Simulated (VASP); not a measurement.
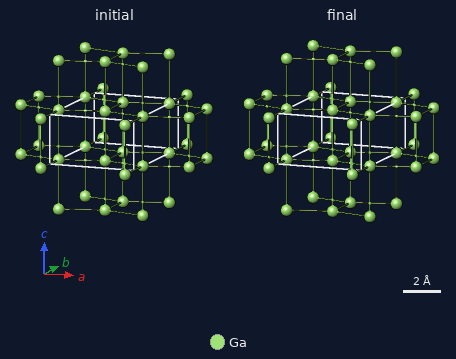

The structure of solid Ga (a generated structure, set up in Cmmm) before (left) and after (right) a relaxation, at one scale.

A ball-and-stick model of the conventional cell (2 times the calculation's cell), seen slightly off an axis. Lengths and directions refer to the drawn axes.

The run lets cell and atoms move.

All numbers below come from VASP, Kohn-Sham DFT of a periodic cell, PBE, VASP PAW PBE potentials, recommended.

Input file:
```
PREC     = Accurate       # precision mode
ENCUT    = 600            # plane-wave cutoff, eV
EDIFF    = 1E-6           # SCF threshold, eV
ISMEAR   = 0              # smearing method
SIGMA    = 0.1            # smearing width, eV
LREAL    = False          # projectors in reciprocal space
LASPH    = True           # aspherical terms in the spheres
NELM     = 100            # most SCF steps
ALGO     = Normal         # electronic algorithm
ISIF     = 3              # what is computed and relaxed
LWAVE    = False          # write WAVECAR
LCHARG   = False          # write CHGCAR
GGA      = PE             # functional
IBRION   = 2              # ionic algorithm
NSW      = 90             # ionic steps
EDIFFG   = -0.04          # ionic threshold
```

Launched with:
```bash
cat potpaw_PBE.64/Ga_d/POTCAR > POTCAR
mpirun -np 1 vasp_std > vasp.out
```

What changed between the two?

Answer. The energy falls by 4.3 meV per atom in 4 geometry steps. Largest force component: 0.041 eV/Å at the start, 0.0018 eV/Å at the end. Pressure: 0.06 GPa at the start and −0.06 GPa at the end. The largest moves relative to the cell, 0.005 Å, are those of Ga atoms. The drawn cell changes as follows: a 4.942 → 4.897 Å (−0.9 %), b 6.602 → 6.574 Å (−0.4 %), c 2.757 → 2.816 Å (+2.1 %); the volume changes by +0.8 %. Some distances before and after: Ga–Ga 2.757 → 2.816 Å, Ga–Ga 2.645 → 2.624 Å, Ga–Ga 2.556 → 2.537 Å. The space group stays Cmmm (No. 65).

Limits of the set-up: the k-point mesh is coarse for a cell with partly filled bands.
